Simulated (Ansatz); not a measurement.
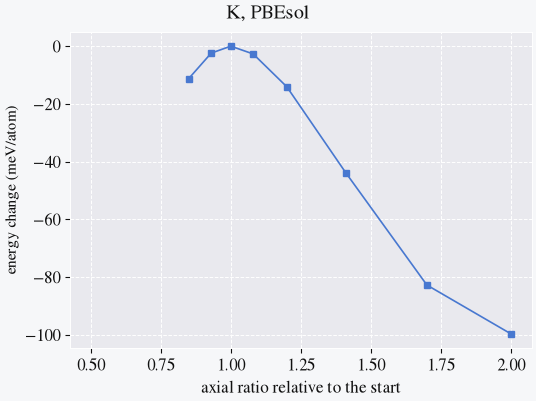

The plot gives the computed energy change against relative axial ratio for K, space group Pm-3m (No. 221).

The given structure:
```yaml
crystal:
  lattice:
    - [4.31044, 0.00000, 0.00000]
    - [0.00000, 4.31044, 0.00000]
    - [0.00000, 0.00000, 4.31044]
  atoms:
    - { symbol: K, position: [0.00000, 0.00000, 0.00000] }
```

Calculation (Ansatz 0.2.0): deformation of a crystal at fixed volume, lengths along the axis scaled against those across it, fractional coordinates fixed, by plane-wave density functional theory with PAW datasets, free energies less that of the undisturbed cell; scalar-relativistic. Level: PBEsol, no spin polarisation.

wave cutoff 420 eV; k mesh 12×12×12; occupations Gaussian; smearing width 0.15 eV; k shift (0, 0, 0) (mesh steps); start as given; path trigonal; axis direction (0.5774, 0.5774, 0.5774) (Cartesian unit vector).

The points at relative axial ratio 0.50, 0.60 and 0.71 are left out of the plot. What values does the calculation give there?

```tsv
axial ratio relative to the start	energy change (meV/atom)
0.50	-97.98
0.60	-78.06
0.71	-43.12
```

Limits of the calculation: reference crystal is not relaxed.
